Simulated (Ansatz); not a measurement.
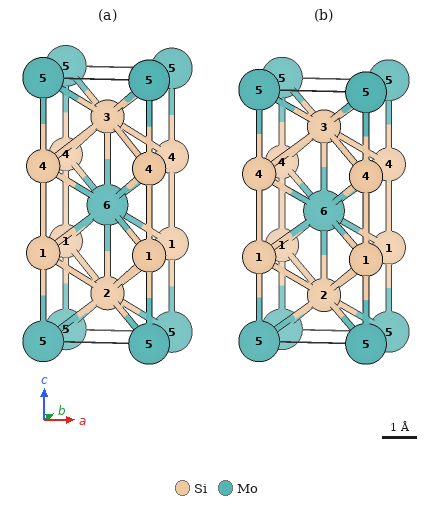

Left: solid Si2Mo (set up in I4/mmm). Right: the same structure after one change, at the same scale. Style: ball-and-stick. Shown: the cell of the calculation, slightly off an axis.

Computed with DFT PBE, scalar-relativistic, plane waves, PAW in Ansatz 0.2.0. (plane-wave cutoff 420 eV; k-point mesh 12 × 12 × 6; occupations gaussian; smearing width 0.1 eV; no spin polarisation)

What was changed?

Uniaxial strain along c, −4.5 %, is applied. The a and b axes and the atoms are relaxed.

What does the change do?

The volume changes by −2.9 %, with a = b 3.217 → 3.244 Å (+0.8 %), c 7.873 → 7.519 Å (−4.5 %). No atom moves by more than 0.005 Å relative to the cell. Near-neighbour distances before and after: Mo–Si 2.638 → 2.517 Å, Si–Si 2.597 → 2.486 Å, Si–Si 2.640 → 2.624 Å, Mo–Si 2.619 → 2.609 Å. The space group stays I4/mmm (No. 139). Energy change: +45.1 meV per atom. Pressure: 0.0 GPa before, 8.3 GPa after. The principal stresses (compression positive) are 24.9 GPa along c and none across it.
